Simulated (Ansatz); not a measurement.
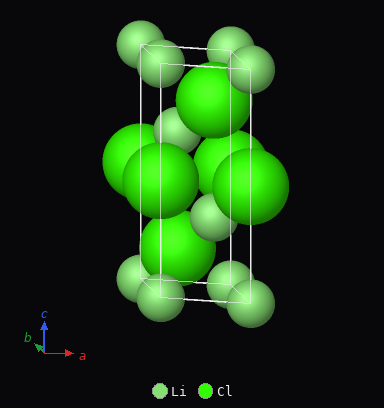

The figure gives a space-filling picture of the atoms, viewed slightly off an axis. The wireframe shows the conventional unit cell.

LiCl, space group R-3m (No. 166), a = 3.615 Å, b = 3.615 Å, c = 9.146 Å, α = 90.00°, β = 90.00°, γ = 120.00°. Its origin is a structure type filled with these elements by a generator (whether the compound takes this form wasn't checked). The cell was then strained or its atoms displaced on purpose. It went into a calculation with Ansatz.

This one geometry was computed with Ansatz (DFT, plane waves, PAW) at three levels of theory: PBE, HSE06 and r2SCAN. It was relaxed with r2SCAN and then strained.

> How does the band gap change with the level of theory?

PBE: a gap of 6.13 eV, direct; r2SCAN: a gap of 7.01 eV, direct; HSE06: a gap of 7.51 eV, direct.

> Collect the results in a table.

| level | cutoff (eV) | k-mesh of the run's cell | gap (eV) | pressure (GPa) |
| --- | --- | --- | --- | --- |
| PBE | 420 | 8×8×8 | 6.13 | -0.3 |
| HSE06 | 420 | 6×6×6 | 7.51 | -0.9 |
| r2SCAN | 500 | 8×8×8 | 7.01 | -1.0 |

Gaps are taken on the k-mesh or band path of each run.
